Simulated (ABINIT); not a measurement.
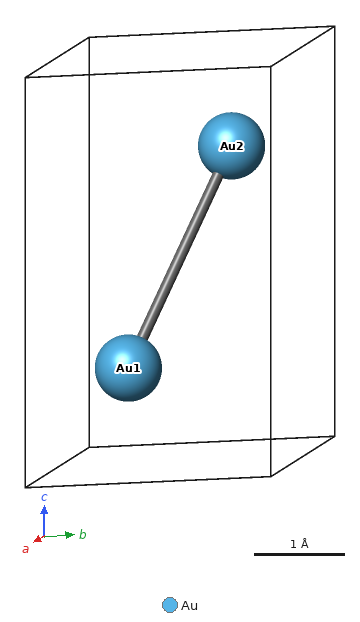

**Figure 1.** The structure (ball-and-stick view of the cell of the calculation, seen slightly off an axis; atoms are numbered from 1 in the order of the input). An atom can appear more than once, as a periodic image. Near neighbours in the periodic cell (some may lie outside the picture): Au has 12 Au at 2.86 Å.

Au: phonon calculation (part 1 of 2)

The run: phonon calculation of Au (P6₃/mmc, 2 atoms in the cell). Method and program: Kohn-Sham DFT of a periodic cell, LDA, PseudoDojo NC SR LDA v0.4.1 standard, no spin polarisation (ABINIT 10.8.3).

The structure derives from an entry of the Crystallography Open Database.

**The input**
```
# Datasets
ndtset 2

# Pseudopotentials
pp_dirpath "./"
pseudos "Au.upf"

# Structure
acell 5.4124599302 5.412459935 8.8221311005
rprim
     1.0000000000     0.0000000000     0.0000000000
    -0.5000000013     0.8660254030     0.0000000000
     0.0000000000     0.0000000000     1.0000000000
ntypat 1
znucl 79
natom 2
typat 1 1
chkprim 0
chksymtnons 0
tolsym 1.0e-6
xred
            2/3            1/3            1/4
            1/3            2/3            3/4

# Plane-wave basis
ecut 35.0
ecutsm 0.5

# k points
ngkpt 12 12 8
nshiftk 1
shiftk 0.0 0.0 0.0

# Exchange and correlation
ixc 7

# Bands and occupations
nband 27
occopt 3
tsmear 0.00499791

# SCF cycle
nstep 80

# Output
prteig 0
prtebands 0
prtwf 0
prtden 0
prtpot 0

# Dataset 1: ground state
kptopt1 1
tolvrs1 1.0e-15
prtwf1 1
tolwfr1 1.0e-14
nbdbuf1 4
nline1 6

# Dataset 2: response at q = 0 to atomic displacements
rfphon2 1
rfatpol2 1 2
rfdir2 1 1 1
getwfk2 1
kptopt2 2
nqpt2 1
qpt2 0.0 0.0 0.0
tolvrs2 1.0e-8
```

**File mrgddb.in**
```
merged_DDB
Au
2
runo_DS1_DDB
runo_DS2_DDB
```

**File anaddb.abi**
```
ddb_filepath "merged_DDB"
output_file "anaddb.abo"
outdata_prefix "ana"
asr 1
chneut 0
dipdip 0
dieflag 0
enunit 0
eivec 1
nph1l 1
qph1l 0.0 0.0 0.0 1.0
```

Machine: 4 threads of AMD EPYC (Zen 5), 16 GiB of memory available, shared host.

Command:
```bash
mpirun --bind-to none -np 4 abinit run.abi > log 2>&1
mrgddb < mrgddb.in > mrgddb.log 2>&1
anaddb anaddb.abi > anaddb.log 2>&1
```

**Log**
```
.Version 10.8.3 of ABINIT
 DATASET    1 : space group P6_3/m m c (#194); Bravais hP (primitive hexag.)
================================================================================
 Values of the parameters that define the memory need for DATASET  1.
     intxc =       0    ionmov =       0      iscf =       7    lmnmax =       7
     lnmax =       7     mgfft =      48  mpssoang =       4    mqgrid =    3001
     natom =       2  nloc_mem =       1    nspden =       1   nspinor =       1
    nsppol =       1      nsym =      24    n1xccc =    2501    ntypat =       1
    occopt =       3   xclevel =       1
       mpw =        2236          nfft =       43200          nkpt =          95
================================================================================
================================================================================

 DATASET    2 : space group P6_3/m m c (#194); Bravais hP (primitive hexag.)
================================================================================
 Values of the parameters that define the memory need for DATASET  2 (RF).
     intxc =       0      iscf =       7    lmnmax =       7     lnmax =       7
     mgfft =      48  mpssoang =       4    mqgrid =    3001     natom =       2
  nloc_mem =       1    nspden =       1   nspinor =       1    nsppol =       1
      nsym =      24    n1xccc =    2501    ntypat =       1    occopt =       3
   xclevel =       1
      nfft =       43200          nkpt =         580
================================================================================
================================================================================

--------------------------------------------------------------------------------
------------- Echo of variables that govern the present computation ------------
--------------------------------------------------------------------------------
 -outvars: echo values of preprocessed input variables --------
            acell      5.4124599302E+00  5.4124599350E+00  8.8221311005E+00 Bohr
              amu      1.96966540E+02
          chkprim           0
      chksymtnons           0
             ecut      3.50000000E+01 Hartree
           ecutsm      5.00000000E-01 Hartree
           getwfk1          0
           getwfk2          1
                       outvar_i_n : Printing only first  50 k-points.
              ixc           7
           jdtset        1    2
                       outvar_i_n : Printing only first  50 k-points.
           kptopt1          1
           kptopt2          2
         kptrlatt       12    0    0      0   12    0      0    0    8
          kptrlen      6.49495192E+01
            natom           2
            nband1         27
            nband2         27
           nbdbuf1          4
           nbdbuf2          2
           ndtset           2
            ngfft          30      30      48
             nkpt1         95
             nkpt2        580
            nline1          6
            nline2          4
             nqpt1          0
             nqpt2          1
            nstep          80
             nsym          24
           ntypat           1
                       prtocc : prtvol=0, do not print more k-points.
                       prtocc : prtvol=0, do not print more k-points.
           occopt           3
        optdriver1          0
        optdriver2          1
           prtden           0
        prtebands           0
           prteig           0
            prtwf1          1
            prtwf2          0
           rfphon1          0
           rfphon2          1
            rprim      1.0000000000E+00  0.0000000000E+00  0.0000000000E+00
                      -5.0000000130E-01  8.6602540300E-01  0.0000000000E+00
                       0.0000000000E+00  0.0000000000E+00  1.0000000000E+00
          spgroup         194
           tolsym      1.00000000E-06
           tolvrs1     1.00000000E-15
           tolvrs2     1.00000000E-08
           tolwfr1     1.00000000E-14
           tolwfr2     0.00000000E+00
           tsmear      4.99791000E-03 Hartree
            typat      1  1
                       outvars : Printing only first  50 k-points.
           xangst      1.4320752224E+00  8.2680901607E-01  1.1671176817E+00
                      -3.3289474793E-09  1.6536180321E+00  3.5013530451E+00
            xcart      2.7062299620E+00  1.5624425988E+00  2.2055327751E+00
                      -6.2907990234E-09  3.1248851976E+00  6.6165983254E+00
             xred      6.6666666667E-01  3.3333333333E-01  2.5000000000E-01
                       3.3333333333E-01  6.6666666667E-01  7.5000000000E-01
            znucl       79.00000

================================================================================

 chkinp: Checking input parameters for consistency, jdtset=   1.

 chkinp: Checking input parameters for consistency, jdtset=   2.

================================================================================
== DATASET  1 ==================================================================

--- !DatasetInfo
iteration_state: {dtset: 1, }
dimensions: {natom: 2, nkpt: 95, mband: 27, nsppol: 1, nspinor: 1, nspden: 1, mpw: 2236, }
cutoff_energies: {ecut:  35.0, pawecutdg:  -1.0, }
electrons: {nelect:   3.80000000E+01, charge:   0.00000000E+00, occopt:   3.00000000E+00, tsmear:   4.99791000E-03, }
meta: {optdriver: 0, ionmov: 0, optcell: 0, iscf: 7, paral_kgb: 0, }
...

 Exchange-correlation functional for the present dataset will be:
  LDA: Perdew-Wang 92 LSD fit to Ceperley-Alder data - ixc=7
  J.P.Perdew and Y.Wang, PRB 45, 13244 (1992)

 Real(R)+Recip(G) space primitive vectors, cartesian coordinates (Bohr,Bohr^-1):
 R(1)=  5.4124599  0.0000000  0.0000000  G(1)=  0.1847589  0.1066706  0.0000000
 R(2)= -2.7062300  4.6873278  0.0000000  G(2)=  0.0000000  0.2133412  0.0000000
 R(3)=  0.0000000  0.0000000  8.8221311  G(3)=  0.0000000  0.0000000  0.1133513
 Unit cell volume ucvol=  2.2381724E+02 bohr^3
 Angles (23,13,12)=  9.00000000E+01  9.00000000E+01  1.20000000E+02 degrees

 getcut: wavevector=  0.0000  0.0000  0.0000  ngfft=  30  30  48
         ecut(hartree)=     35.000   => boxcut(ratio)=   2.04300

--- Pseudopotential description ------------------------------------------------
- pspini: atom type   1  psp file is ./Au.upf
  79.00000  19.00000  180309                  znucl, zion, pspdat
12 -1012 3 -1 1324                            pspcod,pspxc,lmax,lloc,mmax
     nproj     2     2     2     1

   2.45128432E+03                                ecore*ucvol(ha*bohr**3)
--------------------------------------------------------------------------------

================================================================================

--- !BeginCycle
iteration_state: {dtset: 1, }
solver: {iscf: 7, nstep: 80, nline: 6, wfoptalg: 0, }
tolerances: {tolwfr: 1.00E-14, tolvrs: 1.00E-15, }
...

     iter   Etot(hartree)      deltaE(h)  residm     vres2
 ETOT  1  -294.97961103066    -2.950E+02 1.202E-01 1.110E+02
 ETOT  2  -295.07832190229    -9.871E-02 6.552E-06 8.544E+01
 ETOT  3  -295.10812088230    -2.980E-02 3.581E-04 3.601E-02
 ETOT  4  -295.10813725670    -1.637E-05 1.830E-07 2.598E-04
 ETOT  5  -295.10813730094    -4.423E-08 1.544E-09 1.183E-05
 ETOT  6  -295.10813730486    -3.923E-09 5.763E-11 1.562E-08
 ETOT  7  -295.10813730486     5.116E-13 4.151E-13 5.041E-09
 ETOT  8  -295.10813730486    -1.705E-12 2.468E-14 9.246E-13
 ETOT  9  -295.10813730486     1.762E-12 8.583E-15 4.708E-14
 ETOT 10  -295.10813730486    -5.684E-14 8.561E-15 2.501E-15
 ETOT 11  -295.10813730486    -2.785E-12 8.553E-15 1.493E-16

 At SCF step   11  max residual=  8.55E-15 < tolwfr=  1.00E-14 AND vres2   =  1.49E-16 < tolvrs=  1.00E-15 =>converged.

 Cartesian components of stress tensor (hartree/bohr^3)
  sigma(1 1)=  3.22846848E-05  sigma(3 2)=  0.00000000E+00
  sigma(2 2)=  3.22846867E-05  sigma(3 1)=  0.00000000E+00
  sigma(3 3)= -4.28958571E-05  sigma(2 1)=  9.85745373E-11

--- !ResultsGS
iteration_state: {dtset: 1, }
comment   : Summary of ground state results
lattice_vectors:
- [  5.4124599,   0.0000000,   0.0000000, ]
- [ -2.7062300,   4.6873278,   0.0000000, ]
- [  0.0000000,   0.0000000,   8.8221311, ]
lattice_lengths: [   5.41246,    5.41246,    8.82213, ]
lattice_angles: [ 90.000,  90.000, 120.000, ] # degrees, (23, 13, 12)
lattice_volume:   2.2381724E+02
convergence: {deltae: -2.785E-12, res2:  1.493E-16, residm:  8.553E-15, diffor: null, }
etotal    :  -2.95108137E+02
entropy   :   0.00000000E+00
fermie    :   4.84201057E-01
cartesian_stress_tensor: # hartree/bohr^3
- [  3.22846848E-05,   9.85745373E-11,   0.00000000E+00, ]
- [  9.85745373E-11,   3.22846867E-05,   0.00000000E+00, ]
- [  0.00000000E+00,   0.00000000E+00,  -4.28958571E-05, ]
pressure_GPa:  -2.1255E-01
xred      :
- [  6.6667E-01,   3.3333E-01,   2.5000E-01, Au]
- [  3.3333E-01,   6.6667E-01,   7.5000E-01, Au]
cartesian_forces: # hartree/bohr
- [ -6.36787326E-27,  -3.67649335E-27,   1.19224542E-31, ]
- [  6.36787326E-27,   3.67649335E-27,  -1.19224542E-31, ]
force_length_stats: {min:   7.35298669E-27, max:   7.35298669E-27, mean:   7.35298669E-27, }
...

 Integrated electronic density in atomic spheres:
 ------------------------------------------------
 Atom  Sphere_radius  Integrated_density
    1        2.00000         15.56263249
    2        2.00000         15.56263249
================================================================================

 ----iterations are completed or convergence reached----

 Mean square residual over all n,k,spin=   10.208E-16; max=  85.533E-16
 reduced coordinates (array xred) for    2 atoms
       0.666666666667      0.333333333333      0.250000000000
       0.333333333333      0.666666666667      0.750000000000
 rms dE/dt=  2.8141E-26; max dE/dt=  3.4466E-26; dE/dt below (all hartree)
    1       0.000000000000     -0.000000000000      0.000000000000
    2      -0.000000000000     -0.000000000000      0.000000000000

 cartesian coordinates (angstrom) at end:
    1      1.43207522235773     0.82680901607335     1.16711768170401
    2     -0.00000000332895     1.65361803214669     3.50135304511204

 cartesian forces (hartree/bohr) at end:
    1     -0.00000000000000    -0.00000000000000     0.00000000000000
    2      0.00000000000000     0.00000000000000    -0.00000000000000
 frms,max,avg= 4.2452488E-27 6.3678733E-27   0.000E+00  0.000E+00  0.000E+00 h/b

 cartesian forces (eV/Angstrom) at end:
    1     -0.00000000000000    -0.00000000000000     0.00000000000000
    2      0.00000000000000     0.00000000000000    -0.00000000000000
 frms,max,avg= 2.1829947E-25 3.2744921E-25   0.000E+00  0.000E+00  0.000E+00 e/A
 length scales=  5.412459930200  5.412459935000  8.822131100500 bohr
              =  2.864150448044  2.864150450584  4.668470726816 angstroms
 Fermi (or HOMO) energy (hartree) =   0.48420   Average Vxc (hartree)=  -0.52195
 Eigenvalues (hartree) for nkpt=  95  k points:
 kpt#   1, nband= 27, wtk=  0.00087, kpt=  0.0000  0.0000  0.0000 (reduced coord)
  -3.40329   -3.40280   -1.61600   -1.60837   -1.60837   -1.60700   -1.60699   -1.60699
   0.10957    0.20652    0.30825    0.31277    0.31277    0.32643    0.32643    0.34601
   0.34601    0.40529    0.40529    0.44443    0.60146    1.01411    1.07952    1.10225
   1.15558    1.15558    1.26322
      occupation numbers for kpt#   1
   2.00000    2.00000    2.00000    2.00000    2.00000    2.00000    2.00000    2.00000
   2.00000    2.00000    2.00000    2.00000    2.00000    2.00000    2.00000    2.00000
   2.00000    2.00000    2.00000    1.99930    0.00000    0.00000    0.00000    0.00000
   0.00000    0.00000    0.00000
 prteigrs : prtvol=0 or 1, do not print more k-points.
```
